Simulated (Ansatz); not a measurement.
Consider Nb.

```xyz
2
Lattice="2.1150 -2.1150 0.0000 2.1150 2.1150 0.0000 0.0000 0.0000 4.1454" Properties=species:S:1:pos:R:3 pbc="T T T"
Nb    0.0000    0.0000    0.0000
Nb    2.1150    0.0000    2.0727
```

Space group I4/mmm; changed on purpose from its base cell (strain -0.0200 x Voigt [0, 0, 1, 0, 0, 0], atoms carried along); computed pressure about −4 GPa in this cell; computed without spin polarisation.

These are results of DFT PBEsol, scalar-relativistic, plane waves, PAW (Ansatz), not measurements.

> What will maps of the valence pseudo-density and electron localisation function show?

Nb–Nb (2.96 Å): ρ is about 0.26 e/Å³ halfway; the ELF is about 0.25 at the midpoint; no shared electron pair shows on this line.

> Metal or insulator at this level of theory?

It is gapless in this calculation (a metal or semimetal).

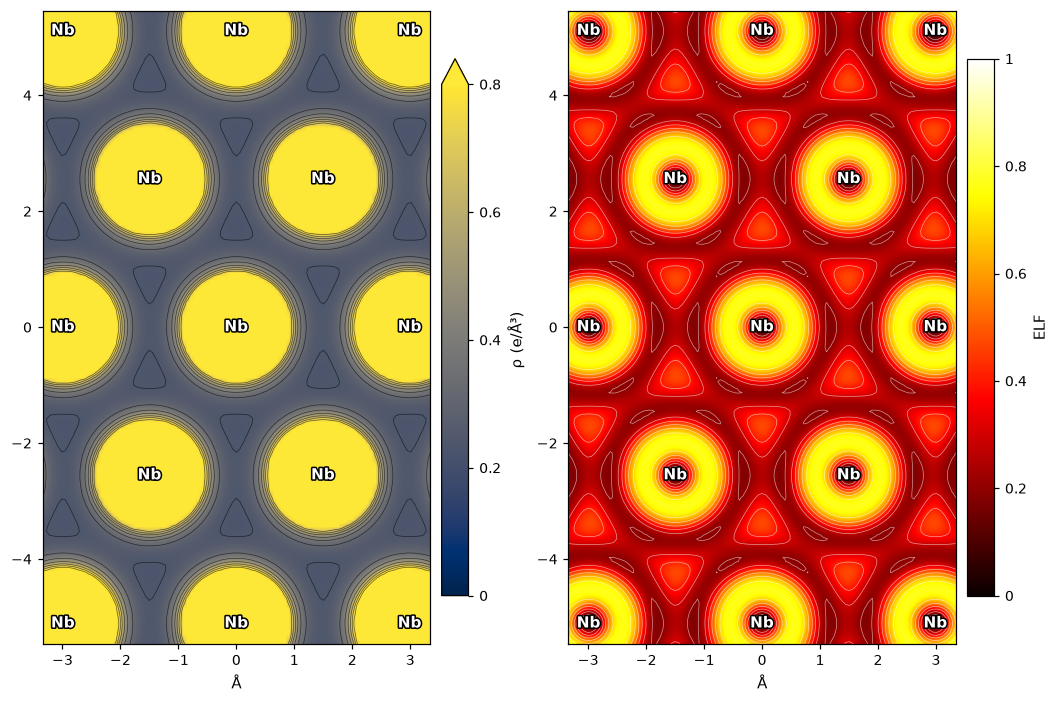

Computed valence pseudo-density and electron localisation function on the (011) plane of the conventional cell, in this order. 
